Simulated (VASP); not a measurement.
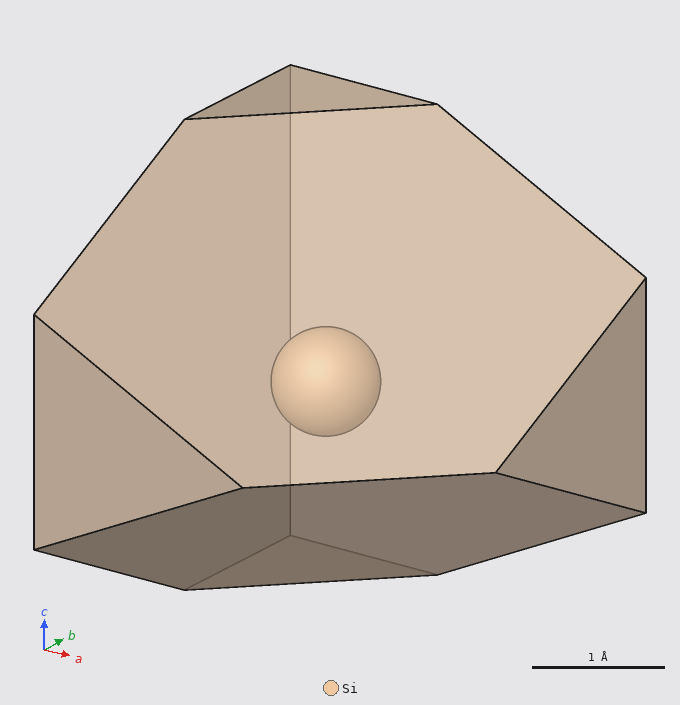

Voronoi cell (the region closer to this atom than to any other), computed from the atomic positions without radii. Central atom: Si (8h) in Si; faces take the colour of the neighbour behind them. Origin: a cell listed in the Materials Project, as set up for an electronic-structure calculation.

Si, space group I4/mmm (No. 139), a = 6.651 Å, b = 6.651 Å, c = 3.845 Å, α = 90.00°, β = 90.00°, γ = 90.00°

```json
{"site": "Si", "Wyckoff": "8h", "x": "0.1788", "y": "0.8212", "z": "0.0000"}
```

What is the volume of this Voronoi cell?

Answer. 21.3 Å³, equal to the mean volume per atom.

Give the Voronoi index ⟨n3,n4,n5,n6,…⟩ (numbers of faces with 3, 4, 5, 6 … edges).

Answer. 8 faces, index ⟨4,0,0,4⟩: topologically a truncated tetrahedron.
